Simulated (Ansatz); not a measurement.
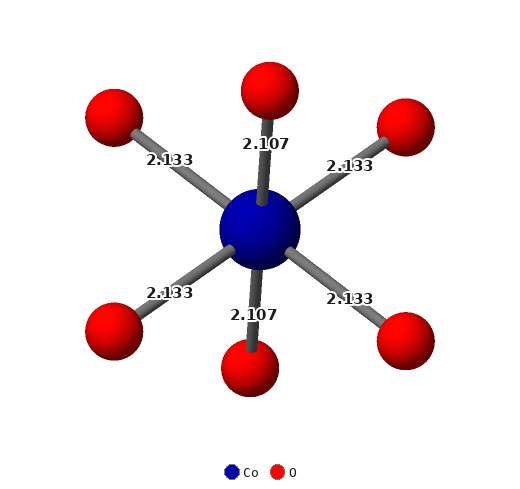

The surroundings of site Co1 (at 0.000, 0.000, 0.000) in CoO in space group I4/mmm, with bond lengths in Å.

Origin of the cell: a calculation's input that goes back to an entry of the Crystallography Open Database (an earlier step may have relaxed or displaced it).

```
Co O
1.0
     3.01600    0.00000    0.00000
     0.00000    3.01600    0.00000
     0.00000    0.00000    4.21450
Co O
2 2
Direct
  0.00000 0.00000 0.00000
  0.50000 0.50000 0.50000
  0.00000 0.00000 0.50000
  0.50000 0.50000 0.00000
```

Bond valence s = exp((R0 − d)/b), R0 fitted to published crystal structures with b = 0.37 Å, summed over all anions within 5 Å; R0 in Å: Co2+–O 1.696; Co3+–O 1.685.

Question: Which oxidation state of Co do these bonds support?

Answer: With the Co2+ parameters the computed sum is 2 × 0.329 + 4 × 0.307 = 1.89. With the Co3+ parameters the computed sum is 2 × 0.320 + 4 × 0.298 = 1.83. The sum matches its own assumption best for Co2+, which also balances the formula's charge.

Question: And over the whole structure?

Answer:
```
site              x, y, z  formal valence  bond-valence sum  difference
 Co1  0.000, 0.000, 0.000              +2              1.93       -0.07
  O1  0.000, 0.000, 0.500              −2              1.93       -0.07
```

These sums include all anions within 5 Å. The global instability index (root mean square of the differences over all atoms) is 0.07 v.u.: little strain. The cell was not relaxed for this table, and a volume that is off by a few per cent shifts all sums together.
